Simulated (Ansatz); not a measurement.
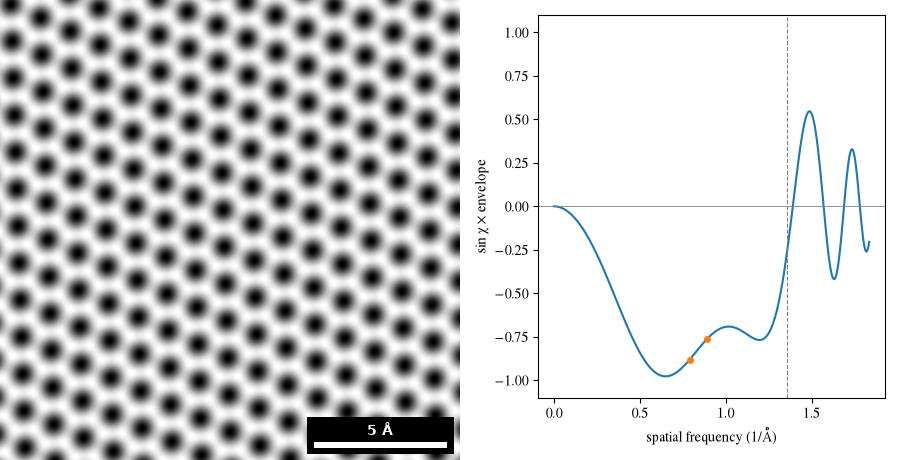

Phase-contrast TEM-like image of Pd (P6/mmm, No. 191) along [201]. Simulated in the weak-phase-object approximation with neutral-atom potentials: 300 kV, Cs = 20 µm, defocus −75 Å (negative is underfocus), defocus spread 8 Å, aperture 1.36 1/Å. Structure: the end point of a relaxation with DFT, LDA (PW92), plane waves (420 eV) with PAW, scalar-relativistic (Ansatz); the starting structure was generated, so it need not be a known form of this composition.

The plot gives the contrast transfer function, the aperture (dashed) and the crystal's spatial frequencies that carry visible contrast (dots).

Question: Do the atom columns appear dark or bright, and why?

Answer: Dark. With positive Cs and underfocus sin χ is negative over the pass band, so the strongest columns (Pd) come out darker than the background.

Question: What point resolution do these settings give, and which lattice spacings pass?

Answer: About 0.7 Å (0.66 |Cs|^(1/4) λ^(3/4) with λ = 0.0197 Å). The spacings that carry visible contrast are {300} at 1.27 Å, {112} at 1.12 Å.
